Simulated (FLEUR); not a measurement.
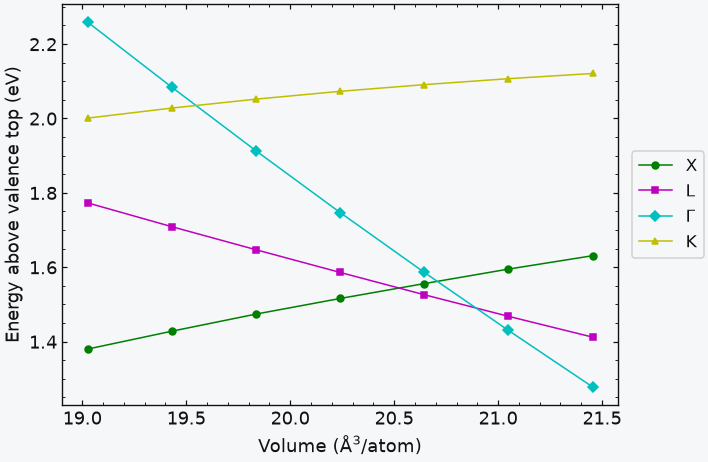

Lowest conduction level at each named k point, counted from the valence-band top at Γ.

System: zincblende GaP, space group F-43m, 2 atoms in the primitive cell. The cell is scaled uniformly. Method: PBEsol, all-electron, no spin polarisation, no spin-orbit coupling, 8×8×8 k mesh (FLEUR).

How does each level move from 19.03 Å³/atom to 21.45 Å³/atom?

X rises by 0.25 eV, L falls by 0.36 eV, Γ falls by 0.98 eV and K rises by 0.12 eV.

What are the deformation potentials dE/d ln V?

Straight lines against ln V have slopes of +2.1 eV at X, −3.0 eV at L, −8.2 eV at Γ and +1.0 eV at K.

Does the lowest of these conduction levels change place?

Going by straight lines between the points, the lowest is the one at X up to about 20.52 Å³/atom, the one at L up to about 20.89 Å³/atom and the one at Γ beyond. With the valence top at Γ, the lowest of these transitions turns from indirect to direct near 20.89 Å³/atom.

The values:
```
       volume  X (eV)  L (eV)  Γ (eV)  K (eV)
19.03 Å³/atom    1.38    1.77    2.26    2.00
19.43 Å³/atom    1.43    1.71    2.08    2.03
19.84 Å³/atom    1.47    1.65    1.91    2.05
20.24 Å³/atom    1.52    1.59    1.75    2.07
20.65 Å³/atom    1.56    1.53    1.59    2.09
21.05 Å³/atom    1.59    1.47    1.43    2.11
21.45 Å³/atom    1.63    1.41    1.28    2.12
```

Measured GaP has its conduction bottom near X; the order of its valleys hangs on the functional and the volume. LDA, GGA and most meta-GGA functionals understate gaps.
